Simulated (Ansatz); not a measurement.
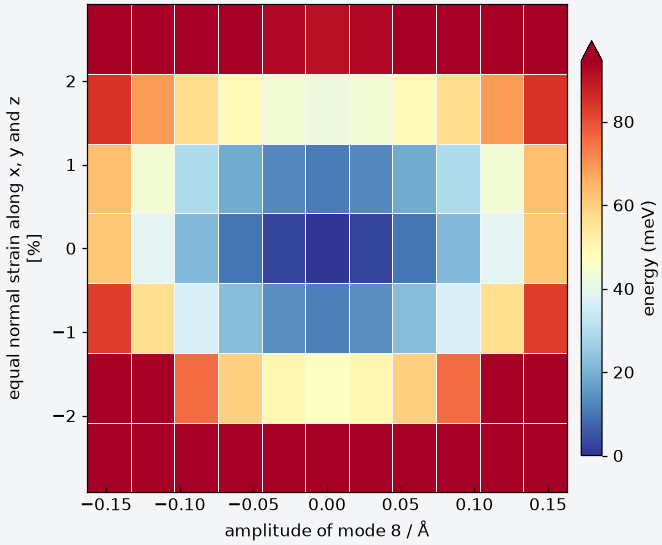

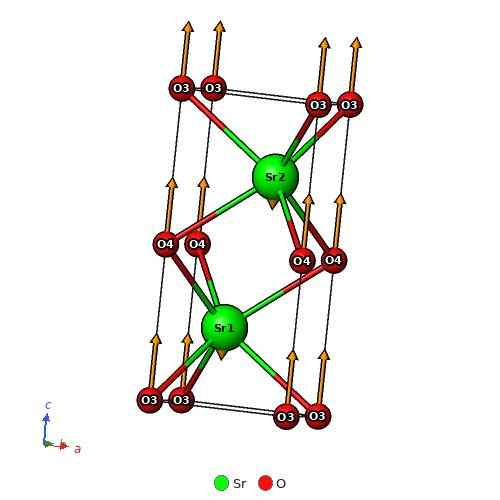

Energy landscape of SrO (P6_3/mmc, No. 194; 4 atoms in the cell). The energy is mapped over a normal mode and a strain (zone-centre modes of the 4-atom cell of this scan) (x along [1 0 0], y along [1 2 0], z along [0 0 1] of the conventional cell). Coordinates scanned: (1) amplitude of mode 8 (198 cm⁻¹), largest displacement in the unstrained cell; (2) equal normal strain along x, y and z. Nothing is relaxed (the pattern is fixed in fractional coordinates). The scan uses an 11 × 7 grid; 42 points were computed and 35 follow by symmetry. Points are written as (first, second). Energies: meV per cell, counted from the lowest grid point. Theory: DFT PBE, scalar-relativistic, plane waves, PAW in Ansatz 0.2.0. Settings: cutoff 520 eV, k-mesh 9×9×4 in the order of the run's cell vectors, gaussian smearing 0.05 eV, no spin polarisation.

In the figure: one coloured cell a grid point, one colour for all values above the top of the scale. The second picture is the structure at the lowest point

> Describe this landscape.

The lowest grid point is at (0.000 Å, 0.00 %). It is the only kind of minimum in the scanned range. The highest grid point, (−0.148 Å, −2.50 %), lies 201 meV above the lowest. The gap on the k-mesh is 3.0 eV at the lowest point and runs from 2.6 to 3.4 eV over the map.

The values on the grid:

```tsv
second ↓, first →	−0.148	−0.118	−0.089	−0.059	−0.030	0.000	0.030	0.059	0.089	0.118	0.148
2.50	126	113	103	96	92	91	92	96	103	113	126
1.67	85	69	57	48	43	42	43	48	57	69	85
0.83	63	44	29	19	13	11	13	19	29	44	63
0.00	62	39	22	10	2	0	2	10	22	39	62
−0.83	83	57	37	22	14	11	14	22	37	57	83
−1.67	129	99	76	60	50	47	50	60	76	99	129
−2.50	201	167	141	122	112	108	112	122	141	167	201
```

The input of one point:

```yaml
crystal:
  lattice:
    - [3.5769478779, 0.0, 0.0]
    - [-1.788473939, 3.0977277303, 0.0]
    - [0.0, 0.0, 6.2426216355]
  atoms:
    - { symbol: Sr, position: [0.3333333333, 0.6666666667, 0.25] }
    - { symbol: Sr, position: [0.6666666667, 0.3333333333, 0.75] }
    - { symbol: O, position: [0.0, 0.0, 0.0] }
    - { symbol: O, position: [0.0, 0.0, 0.5] }
basis:
  ecutwfc: 520.0
kpoints:
  mp_grid: { grid: [9, 9, 4] }
hamiltonian:
  xc: pbe
scf:
  occupations: { method: gaussian, width: 0.05 }
output:
  forces: true
  stress: true
  eigenvalues: true
```

Each point was launched as `ansatz run input.yaml --threads 1 --pin off --max-ram 2048MiB --backend cpu --events-out ev --progress --plain --runs-dir out`. The whole map (42 points run) took 6.7 min on 1 thread of Arm Neoverse N1 (shared host).
